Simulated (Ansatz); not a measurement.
## Geometry relaxation, with input and output: Al$_{2}$Ru

System: Al$_{2}$Ru (I4/mmm, 3 atoms in the cell).
Method: DFT PBEsol, scalar-relativistic, plane waves, PAW, no spin polarisation (Ansatz 0.2.0).

The structure derives from a Materials Project entry. Figures and captions count atoms from 1; the log counts them from 0 in places.

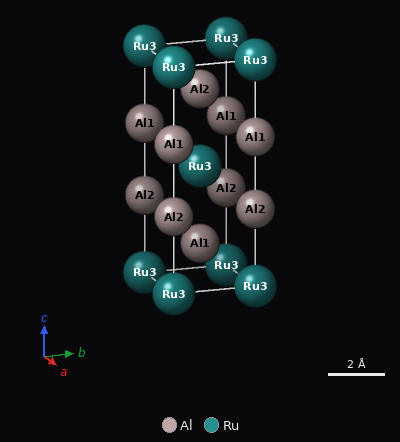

Fig. 1: The structure as given in the input (spheres-only view of the cell 2 times as large as that of the calculation, set on its symmetry axes, seen slightly off an axis; atoms are numbered from 1 in the order of the input). An atom can appear more than once, as a periodic image.

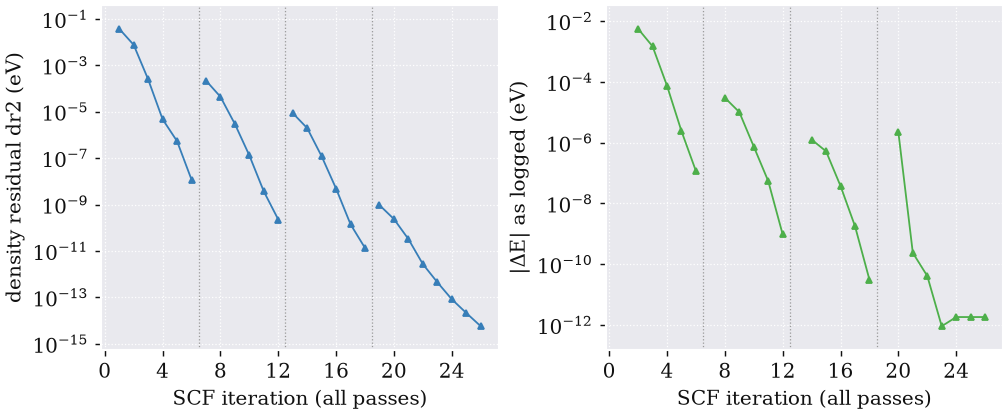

Fig. 2: Convergence of the self-consistent field: density residual dr2 and size of the energy change against the SCF iteration. The dotted lines part the SCF passes of the relaxation: geometry steps, rejected trials and re-solves on a re-selected basis. The passes take 6, 6, 6 and 8 iterations.

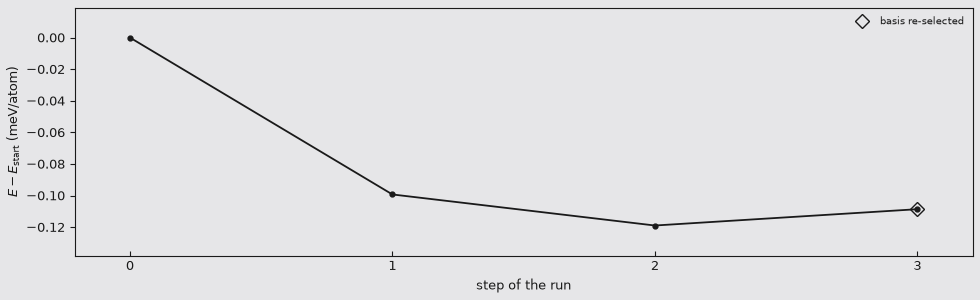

Fig. 3: Progress of the relaxation, step by step (the first geometry is step 0 here and step 1 in the log). The atoms keep their places relative to the cell (all moves are under 0.005 Å). Cell: a = b stay at 3.121 Å, c 8.444 → 8.423 Å (−0.2 %). Volume −0.2 %. Among the contacts that change: Al1–Al2 2.688 → 2.680 Å, Al1–Ru3 2.878 → 2.872 Å. The space group stays I4/mmm (No. 139). Over 2 geometry steps the energy falls by 0.1 meV per atom. Largest force component: 0.049 eV/Å at the start, 0.0018 eV/Å at the end. The pressure goes from −0.43 to 0.00 GPa. A last SCF at the same geometry on a re-selected plane-wave basis shifts the energy by +0.0 meV per atom. (Atoms are counted from 1 in the order of the input.)

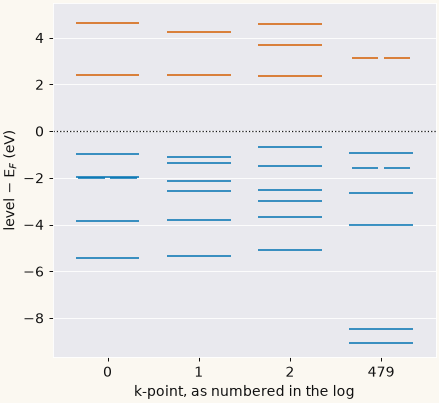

Fig. 4: Kohn–Sham levels near the Fermi level (dotted) at the few k-points that the log prints; levels within 0.02 eV of each other stand side by side. The system is metallic on the full mesh.

The input and output of the run follow.

Input
```yaml
crystal:
  lattice:
    - [-1.56042162, 1.56042162, 4.22180559]
    - [1.56042162, -1.56042162, 4.22180559]
    - [1.56042162, 1.56042162, -4.22180559]
  atoms:
    - { symbol: Al, position: [0.65920219, 0.65920219, 0.0] }
    - { symbol: Al, position: [0.34079781, 0.34079781, 0.0] }
    - { symbol: Ru, position: [0.0, 0.0, 0.0] }
basis:
  ecutwfc: 420
kpoints:
  mp_grid: { grid: [18, 18, 18] }
hamiltonian:
  xc: pbesol
scf:
  occupations: { method: gaussian, width: 0.1 }
output:
  forces: true
  stress: true
  eigenvalues: true
relax:
  adjacent_minimum: "off"
  f_tol: 0.005
  max_steps: 80
  cell: { stress_tol: 0.05 }
```

Run as:
```bash
ansatz run input.yaml --threads 1 --pin off --max-ram 2560MiB --backend cpu --events-out ev --progress --plain --runs-dir out
```

Log
```
basis.fft_grid_basis auto: the FFT boxes are laid along the combinations [[1, 0, 1], [0, 1, 1], [0, 0, 1]] of the cell's own vectors, 3.121, 3.121 and 4.764 Å long. The dense box has 24×24×32 points. Along the cell's own vectors, as sized, it would have 32×32×32, 1.78 times as many. Of the 16 symmetry operations that the crystal satisfies within crystal.symmetry.tolerance (time reversal apart; of a slab, those that keep its plane) the dense box along the cell's own vectors carries 16, and the one as laid loses 12 of those. basis.fft_grid_basis: typed keeps the cell's own vectors: state it where this run's energies or levels are differenced outside the engine with another run's, or held beside a run that keeps those vectors.
Engine: ansatz 0.2.0, x86_64-unknown-linux-gnu
Pseudopotentials: kind: paw
Pseudopotential: Al, paw, valence charge 3, recommended cutoff 420 eV (normal), Al.paw.azcp
Pseudopotential: Ru, paw, valence charge 16, recommended cutoff 420 eV (normal), Ru.paw.azcp
Functional definition: PBEsol
  exchange = pbesol_x
  correlation = pbesol_c
Crystal: 3 atoms, lattice volume = 41.119 Å³
Basis set: ecut = 420 eV, 795 PW (Γ), FFT grids on a1+a3, a2+a3, a3, exchange–correlation on 48×48×64 points (8 copies of the dense FFT grid, shifted against one another)
Bands: 15, of which v1, the nominal top of the filled ones, is band 11 counted from 1 (10 counted from 0)
Symmetry: 16 space group operations
Space group: I4/mmm (ITA 139), of the structure as read, at distance tolerance 3.5e-5 Å
k-points: 480 of 5832
Non-local potential: Al, projectors of the file, l = 0: 2, l = 1: 2, l = 2: 1
Non-local potential: Ru, projectors of the file, l = 0: 3, l = 1: 2, l = 2: 2, l = 3: 1
PAW form: soft (Blöchl's): semilocal exchange-correlation on the pseudo side does not see the compensation charge
PAW frozen core: Al, regenerated for the run's functional, and the local potential with it (the file was generated under x = pbe(κ = 0.804, μ = 0.2195149727645171), c = pbe(β = 0.06672455060314922))
PAW frozen core: Ru, regenerated for the run's functional, and the local potential with it (the file was generated under x = pbe(κ = 0.804, μ = 0.2195149727645171), c = pbe(β = 0.06672455060314922))
PAW one-centre angular grid: Al, 110 points (default); XC on 64 Gauss nodes
PAW one-centre angular grid: Ru, 590 points (default); XC on 64 Gauss nodes
Initial density: superposition of atomic densities (neutral atoms: chi_scale 0, normalization atom), corrected by the library's trained network
Initial wavefunctions: pseudopotential atomic-orbital guess
Functional: x = pbesol(κ = 0.804, μ = 0.12345679012345678), c = pbesol(β = 0.046)
SCF iter   1: F=—  HF=-6867.580005 eV  |F-HF|=—  |Δ(HF+E_count)|=         —  Δρ=8.46e-3  dr2=3.77e-2  ethr=1.77e-3  ⟨swp⟩=5.2  Hψ=38971  notcnv=0
preconditioner: auto → Kerker (q_TF=auto, 2.458 Å⁻¹)  [metal: Δε(μ)=0.096 eV  Ē_g=7.311 eV  σ=0.100 eV  W_gap=0.49  n_scr=10 (ndim 8)  ℏωp=21.7 eV  f_vac=0.000  D(μ)=0.12/eV (n_scr^D=0)]
SCF iter   2: F=—  HF=-6867.574427 eV  |F-HF|=—  |Δ(HF+E_count)|=   5.58e-3  Δρ=3.67e-3  dr2=7.66e-3  ethr=1.72e-4  ⟨swp⟩=1.0  Hψ=11040  notcnv=0
SCF iter   3: F=—  HF=-6867.572945 eV  |F-HF|=—  |Δ(HF+E_count)|=   1.48e-3  Δρ=7.17e-4  dr2=2.50e-4  ethr=3.48e-5  ⟨swp⟩=2.4  Hψ=10389  notcnv=0
SCF iter   4: F=—  HF=-6867.572871 eV  |F-HF|=—  |Δ(HF+E_count)|=   7.45e-5  Δρ=1.13e-4  dr2=4.75e-6  ethr=1.14e-6  ⟨swp⟩=2.5  Hψ=12022  notcnv=0
SCF iter   5: F=—  HF=-6867.572873 eV  |F-HF|=—  |Δ(HF+E_count)|=   2.39e-6  Δρ=3.37e-5  dr2=5.40e-7  ethr=2.16e-8  ⟨swp⟩=2.1  Hψ=11178  notcnv=0
SCF iter   6: F=-6867.572873 eV  HF=-6867.572873 eV  |F-HF|=4.95e-9  |Δ(HF+E_count)|=   1.16e-7  Δρ=6.31e-6  dr2=1.19e-8  ethr=4.55e-10  ⟨swp⟩=5.0  Hψ=32167  notcnv=0
SCF 1 converged in 6 iterations: F = -6867.572873 eV  dr2 = 1.19e-8
  greatest PAW one-centre occupation: 0.999 electrons in one spin orbital (limit 2), on the Ru atom at site 2 (counted from 0), in its partial waves of l = 0
relax step   1: F+E_penalty+E_count = -6867.57287298 eV  Δ(F+E_penalty+E_count) = +0.000e0 eV  max|allowed force component| = 4.892e-2 eV/Å  Δτ_max = 0.0000 Å  P = -0.429 GPa  Ω = 41.119 Å³  (6 SCF iters, dr2 threshold 1.00e-7 eV, accepted)
Crystal: 3 atoms, lattice volume = 41.022 Å³
Initial density: handed on by an earlier stage of this run
Initial wavefunctions: those handed on with the density
iter 1 solved again at ethr=9.82e-7 eV; its pass at ethr=3.10e-3 eV (dr2=2.16e-4 eV) is discarded
SCF iter   1: F=—  HF=-6867.573212 eV  |F-HF|=—  |Δ(HF+E_count)|=         —  Δρ=6.41e-4  dr2=2.21e-4  ethr=9.82e-7  ⟨swp⟩=2.0  Hψ=41863  notcnv=0
preconditioner: auto → Kerker (q_TF=auto, 2.459 Å⁻¹)  [metal: Δε(μ)=0.008 eV  Ē_g=7.340 eV  σ=0.100 eV  W_gap=0.04  n_scr=10 (ndim 8)  ℏωp=21.7 eV  f_vac=0.000  D(μ)=0.26/eV (n_scr^D=0)]
SCF iter   2: F=—  HF=-6867.573182 eV  |F-HF|=—  |Δ(HF+E_count)|=   3.00e-5  Δρ=2.75e-4  dr2=4.42e-5  ethr=9.82e-7  ⟨swp⟩=1.0  Hψ=7200  notcnv=0
SCF iter   3: F=—  HF=-6867.573172 eV  |F-HF|=—  |Δ(HF+E_count)|=   1.01e-5  Δρ=6.17e-5  dr2=2.96e-6  ethr=2.01e-7  ⟨swp⟩=1.0  Hψ=7205  notcnv=0
iter 4 did not close the SCF: its close was put off for the readings that it lacked (scf_convergence_deferred on its scf_iter line)
SCF iter   4: F=-6867.573171 eV  HF=-6867.573172 eV  |F-HF|=9.86e-8  |Δ(HF+E_count)|=   7.41e-7  Δρ=1.67e-5  dr2=1.31e-7  ethr=1.34e-8  ⟨swp⟩=2.0  Hψ=8717  notcnv=0
iter 5 did not close the SCF: its close was put off for the readings that it lacked (scf_convergence_deferred on its scf_iter line)
SCF iter   5: F=-6867.573171 eV  HF=-6867.573171 eV  |F-HF|=2.18e-9  |Δ(HF+E_count)|=   5.43e-8  Δρ=3.01e-6  dr2=3.68e-9  ethr=5.97e-10  ⟨swp⟩=2.0  Hψ=12030  notcnv=0
SCF iter   6: F=-6867.573171 eV  HF=-6867.573171 eV  |F-HF|=1.64e-10  |Δ(HF+E_count)|=  9.51e-10  Δρ=8.14e-7  dr2=2.26e-10  ethr=1.67e-11  ⟨swp⟩=1.8  Hψ=20063  notcnv=0
SCF 2 converged in 6 iterations: F = -6867.573171 eV  dr2 = 2.26e-10
relax step   2: F+E_penalty+E_count = -6867.57317146 eV  Δ(F+E_penalty+E_count) = -2.985e-4 eV  max|allowed force component| = 2.851e-2 eV/Å  Δτ_max = 0.0018 Å  P = +0.072 GPa  Ω = 41.022 Å³  energy of the carried Pulay correction = +3.330e-5 eV  (6 SCF iters, dr2 threshold 3.00e-7 eV, accepted)
Crystal: 3 atoms, lattice volume = 41.033 Å³
iter 1 solved again at ethr=3.09e-8 eV; its pass at ethr=3.10e-3 eV (dr2=6.80e-6 eV) is discarded
SCF iter   1: F=—  HF=-6867.573230 eV  |F-HF|=—  |Δ(HF+E_count)|=         —  Δρ=1.60e-4  dr2=8.75e-6  ethr=3.09e-8  ⟨swp⟩=2.4  Hψ=41544  notcnv=0
preconditioner: auto → Kerker (q_TF=auto, 2.459 Å⁻¹)  [metal: Δε(μ)=0.009 eV  Ē_g=7.338 eV  σ=0.100 eV  W_gap=0.05  n_scr=10 (ndim 8)  ℏωp=21.7 eV  f_vac=0.000  D(μ)=0.27/eV (n_scr^D=0)]
SCF iter   2: F=—  HF=-6867.573231 eV  |F-HF|=—  |Δ(HF+E_count)|=   1.26e-6  Δρ=7.19e-5  dr2=1.97e-6  ethr=3.09e-8  ⟨swp⟩=1.2  Hψ=8207  notcnv=0
iter 3 did not close the SCF: its close was put off for the readings that it lacked (scf_convergence_deferred on its scf_iter line)
SCF iter   3: F=-6867.573230 eV  HF=-6867.573230 eV  |F-HF|=8.14e-8  |Δ(HF+E_count)|=   5.18e-7  Δρ=1.39e-5  dr2=1.20e-7  ethr=8.96e-9  ⟨swp⟩=1.2  Hψ=7741  notcnv=0
iter 4 did not close the SCF: its close was put off for the readings that it lacked (scf_convergence_deferred on its scf_iter line)
SCF iter   4: F=-6867.573230 eV  HF=-6867.573230 eV  |F-HF|=3.64e-9  |Δ(HF+E_count)|=   3.74e-8  Δρ=3.25e-6  dr2=4.84e-9  ethr=5.46e-10  ⟨swp⟩=2.1  Hψ=9560  notcnv=0
iter 5 did not close the SCF: its close was put off for the readings that it lacked (scf_convergence_deferred on its scf_iter line)
SCF iter   5: F=-6867.573230 eV  HF=-6867.573230 eV  |F-HF|=7.46e-11  |Δ(HF+E_count)|=   1.79e-9  Δρ=6.48e-7  dr2=1.40e-10  ethr=2.20e-11  ⟨swp⟩=2.1  Hψ=11490  notcnv=0
SCF iter   6: F=-6867.573230 eV  HF=-6867.573230 eV  |F-HF|=9.09e-12  |Δ(HF+E_count)|=  3.09e-11  Δρ=1.65e-7  dr2=1.34e-11  ethr=1.00e-12  ⟨swp⟩=1.1  Hψ=19459  notcnv=0
SCF 3 converged in 6 iterations: F = -6867.573230 eV  dr2 = 1.34e-11
relax step   3: F+E_penalty+E_count = -6867.57323042 eV  Δ(F+E_penalty+E_count) = -5.896e-5 eV  max|allowed force component| = 1.760e-3 eV/Å  Δτ_max = 0.0007 Å  P = -0.004 GPa  Ω = 41.033 Å³  energy of the carried Pulay correction = +2.953e-5 eV  (6 SCF iters, dr2 threshold 2.41e-7 eV, accepted)
Initial wavefunctions: pseudopotential atomic-orbital guess (no wavefunctions were taken with the density)
iter 1 solved again at ethr=5.81e-8 eV; its pass at ethr=3.10e-3 eV (dr2=1.28e-5 eV) is discarded
SCF iter   1: F=—  HF=-6867.573196 eV  |F-HF|=—  |Δ(HF+E_count)|=         —  Δρ=3.74e-6  dr2=9.44e-10  ethr=5.81e-8  ⟨swp⟩=3.0  Hψ=58075  notcnv=0
eigensolver tolerance schedule: the retry pair's looser diagonalisation over-reported the residual by 13528.09 of it (diagonalisation noise at 0.34 of the residual, at the tolerance the schedule requests for it); recorded, not acted on — ethr = c·dr2/N_el stays at c = 1.0e-1
preconditioner: auto → Kerker (q_TF=auto, 2.459 Å⁻¹)  [metal: Δε(μ)=0.009 eV  Ē_g=7.337 eV  σ=0.100 eV  W_gap=0.05  n_scr=10 (ndim 8)  ℏωp=21.7 eV  f_vac=0.000  D(μ)=0.26/eV (n_scr^D=0)]
SCF iter   2: F=—  HF=-6867.573199 eV  |F-HF|=—  |Δ(HF+E_count)|=   2.22e-6  Δρ=1.98e-6  dr2=2.37e-10  ethr=4.29e-12  ⟨swp⟩=3.1  Hψ=15145  notcnv=0
SCF iter   3: F=—  HF=-6867.573199 eV  |F-HF|=—  |Δ(HF+E_count)|=  2.36e-10  Δρ=7.21e-7  dr2=3.25e-11  ethr=1.08e-12  ⟨swp⟩=1.9  Hψ=12019  notcnv=0
iter 4 did not close the SCF: its close was put off for the readings that it lacked (scf_convergence_deferred on its scf_iter line)
SCF iter   4: F=-6867.573199 eV  HF=-6867.573199 eV  |F-HF|=9.09e-13  |Δ(HF+E_count)|=  4.09e-11  Δρ=1.39e-7  dr2=2.71e-12  ethr=1.00e-12  ⟨swp⟩=1.0  Hψ=7200  notcnv=0
iter 5 did not close the SCF: its close was put off for the readings that it lacked (scf_convergence_deferred on its scf_iter line)
SCF iter   5: F=-6867.573199 eV  HF=-6867.573199 eV  |F-HF|=1.82e-12  |Δ(HF+E_count)|=  9.09e-13  Δρ=3.97e-8  dr2=4.48e-13  ethr=1.00e-12  ⟨swp⟩=1.0  Hψ=7200  notcnv=0
iter 6 did not close the SCF: its close was put off for the readings that it lacked (scf_convergence_deferred on its scf_iter line)
SCF iter   6: F=-6867.573199 eV  HF=-6867.573199 eV  |F-HF|=2.73e-12  |Δ(HF+E_count)|=  1.82e-12  Δρ=1.74e-8  dr2=8.28e-14  ethr=1.00e-12  ⟨swp⟩=1.0  Hψ=7200  notcnv=0
iter 7 did not close the SCF: its close was put off for the readings that it lacked (scf_convergence_deferred on its scf_iter line)
SCF iter   7: F=-6867.573199 eV  HF=-6867.573199 eV  |F-HF|=3.64e-12  |Δ(HF+E_count)|=  1.82e-12  Δρ=8.98e-9  dr2=2.13e-14  ethr=1.00e-12  ⟨swp⟩=1.0  Hψ=7200  notcnv=0
SCF iter   8: F=-6867.573199 eV  HF=-6867.573199 eV  |F-HF|=0.00e0  |Δ(HF+E_count)|=  1.82e-12  Δρ=4.58e-9  dr2=5.70e-15  ethr=1.00e-12  ⟨swp⟩=2.0  Hψ=21408  notcnv=0
SCF 4 converged in 8 iterations: F = -6867.573199 eV  dr2 = 5.70e-15
relax step   4: F+E_penalty+E_count = -6867.57319868 eV  Δ(F+E_penalty+E_count) = +3.174e-5 eV  max|allowed force component| = 1.755e-3 eV/Å  Δτ_max = 0.0000 Å  P = -0.005 GPa  Ω = 41.033 Å³  stress off target by 9.48e-3 GPa  SCF on the basis re-selected at this cell (its energy is not comparable with the rows above)  (8 SCF iters)
basis re-selected at this cell: Δ(F+E_penalty+E_count) = +3.174e-5 eV, ΔP = -0.001 GPa vs the last step (what re-selecting the basis moved, of the pressure what is left beyond the Pulay correction that the steps carried, after the strain that the cell walked since its last selection, with what the two solves' SCF thresholds leave and, on support functions, any second-order correction that the steps lacked; it is no measure of the basis error at this ecutwfc). This SCF's stress stands 9.48e-3 GPa from its target on what of the cell is left free (relax.cell.stress_tol is 5.00e-2 GPa) and its largest allowed force component is 1.76e-3 eV/Å (relax.f_tol is 5.00e-3 eV/Å): within both
SCF converged after 8 iterations
Free energy (F): -6867.573199 eV
Harris-Foulkes:  -6867.573199 eV  (|F-HF|=0.00e0)
Internal energy: -6867.571880 eV  (E = F + TS)
E sigma→0 (E₀):  -6867.572539 eV
Entropy (-TS):   -0.001319 eV (-0.440 meV/atom)
Fermi energy:    14.055560 eV
--- Per-component energies (eV) ---
  E_band       = -145.187384
  E_kinetic    = 566.772300
  E_local      = -2142.311046  (includes V_loc(G=0)·N_el)
  E_nonlocal   = 366.033478
  E_hartree    = 797.914212
  E_xc         = -271.168445
  E_vxc        = -300.741248  (∫ρ·V_xc dr)
  E_paw        = -4309.874317  (= ΣΔE_a)
  E_vpaw       = -230.769097  (= ΣTr[D̂ρ^β])
  E_aug_tail   = -0.000194  (compensation charges beyond the density's cutoff)
  E_ewald      = -1875.229442
  E_core_change = 0.291574  (= ΣΔE_core)
  E_smearing   = -0.001319  (= −TS)
  E_closure    = 0.000000  (closes the sum)
  Σ components = -6867.573199   (vs F -6867.573199, Δ=0.00e0)
--- Forces (eV/Å), atoms counted from 1 ---
  atom   1  Al    -0.00000000     0.00000000     0.00175513
  atom   2  Al     0.00000000    -0.00000000    -0.00175513
  atom   3  Ru    -0.00000000     0.00000000     0.00000000
  max |Σ_I F_I| component: 3.47e-18 eV/Å
--- Stress (GPa, compression-positive) ---
       -0.002607       0.000000      -0.000000
        0.000000      -0.002607      -0.000000
        0.000000      -0.000000      -0.009476
  P = ⅓ Tr σ = -0.0049 GPa (-0.049 kbar)
--- Band table (eV; the first three rows and the last of 480) ---
  k-point 0: bands = ["-58.4716", "-28.5173", "-28.5173", "-28.4391", "3.1217", "8.6069", "10.2019", "12.0445", "12.0445", "12.0959", "13.0775", "16.4703", "18.6919", "20.1316", "20.1316"]
  k-point 1: bands = ["-58.4711", "-28.5211", "-28.5208", "-28.4383", "3.2234", "8.6955", "10.2467", "11.5107", "11.9077", "12.7061", "12.9449", "16.4488", "18.3052", "19.5912", "19.9527"]
  k-point 2: bands = ["-58.4695", "-28.5321", "-28.5311", "-28.4360", "3.5252", "8.9501", "10.3822", "11.0541", "11.5390", "12.5653", "13.3669", "16.4046", "17.7486", "18.6280", "19.6010"]
  k-point 479: bands = ["-58.4716", "-28.5174", "-28.5174", "-28.4415", "4.9740", "5.5977", "10.0397", "11.4201", "12.4844", "12.4844", "13.1036", "17.1832", "17.1832", "20.3341", "20.5629"]
--- Relaxed structure (3 steps of the walk, 3 accepted, 1 SCFs on fresh bases) ---
  F+E_penalty+E_count = -6867.57319868 eV   max|allowed force component| = 1.755e-3 eV/Å   (the final SCF, on the basis selected at the relaxed cell)
  cell:  # Å, volume = 41.0326 Å³
    - [-1.5606788814821468, 1.5606788814821468, 4.211552076836276]
    - [1.5606788814821468, -1.5606788814821468, 4.211552076836276]
    - [1.5606788814821468, 1.5606788814821468, -4.211552076836276]
  atoms:
    - { symbol: Al, position: [0.6590760824569005, 0.6590760824569005, 1.733690369909646e-35] }
    - { symbol: Al, position: [0.3409239175430991, 0.3409239175430991, 1.2057259833523373e-35] }
    - { symbol: Ru, position: [4.280167767765862e-21, 4.28016776776585e-21, -1.0526369402322237e-35] }
```

Trajectory as extended XYZ (Å, eV, eV/Å), 4 frames, from step=1 to step=4
```
3
Lattice="-1.5604 1.5604 4.2218 1.5604 -1.5604 4.2218 1.5604 1.5604 -4.2218" Properties=species:S:1:pos:R:3:forces:R:3 step=1 energy=-6867.57287 pressure_GPa=-0.43
Al    0.0000    0.0000    5.5660    0.0000   0.0000  -0.0489
Al    0.0000    0.0000    2.8776    0.0000   0.0000   0.0489
Ru    0.0000    0.0000    0.0000    0.0000   0.0000   0.0000
3
Lattice="-1.5612 1.5612 4.2075 1.5612 -1.5612 4.2075 1.5612 1.5612 -4.2075" Properties=species:S:1:pos:R:3:forces:R:3 step=2 energy=-6867.57317 pressure_GPa=0.07
Al    0.0000    0.0000    5.5454    0.0000   0.0000   0.0285
Al    0.0000    0.0000    2.8696    0.0000   0.0000  -0.0285
Ru    0.0000    0.0000    0.0000    0.0000   0.0000   0.0000
3
Lattice="-1.5607 1.5607 4.2116 1.5607 -1.5607 4.2116 1.5607 1.5607 -4.2116" Properties=species:S:1:pos:R:3:forces:R:3 step=3 energy=-6867.57323 pressure_GPa=-0.00
Al    0.0000    0.0000    5.5515    0.0000   0.0000   0.0018
Al    0.0000    0.0000    2.8716    0.0000   0.0000  -0.0018
Ru    0.0000    0.0000    0.0000    0.0000   0.0000   0.0000
3
Lattice="-1.5607 1.5607 4.2116 1.5607 -1.5607 4.2116 1.5607 1.5607 -4.2116" Properties=species:S:1:pos:R:3:forces:R:3 step=4 energy=-6867.57320 pressure_GPa=-0.00
Al    0.0000    0.0000    5.5515    0.0000   0.0000   0.0018
Al    0.0000    0.0000    2.8716    0.0000   0.0000  -0.0018
Ru    0.0000    0.0000    0.0000    0.0000   0.0000   0.0000
```

Key numbers

```json
{"quantity": "outcome", "value": "converged"}
{"quantity": "space group (tolerance 0.01 Å)", "value": "I4/mmm (139)"}
{"quantity": "electrons treated", "value": "22"}
{"quantity": "free energy", "value": "−6867.5732 eV"}
{"quantity": "Fermi energy", "value": "14.056 eV"}
{"quantity": "gap on the k-point mesh", "value": "none (metallic)"}
{"quantity": "pressure", "value": "0.00 GPa"}
{"quantity": "final volume", "value": "41.03 Å³"}
{"quantity": "largest force (length of the vector) at the end", "value": "0.002 eV/Å"}
{"quantity": "final cell", "value": "a = 4.755 Å, b = 4.755 Å, c = 4.755 Å, α = 141.68°, β = 141.68°, γ = 55.32°"}
{"quantity": "hardware", "value": "1 thread of Intel Xeon @ 2.50GHz (Skylake/Cascade Lake), 192 GiB of memory available, shared host"}
{"quantity": "wall time", "value": "85 s"}
{"quantity": "peak memory", "value": "0.66 GiB"}
```
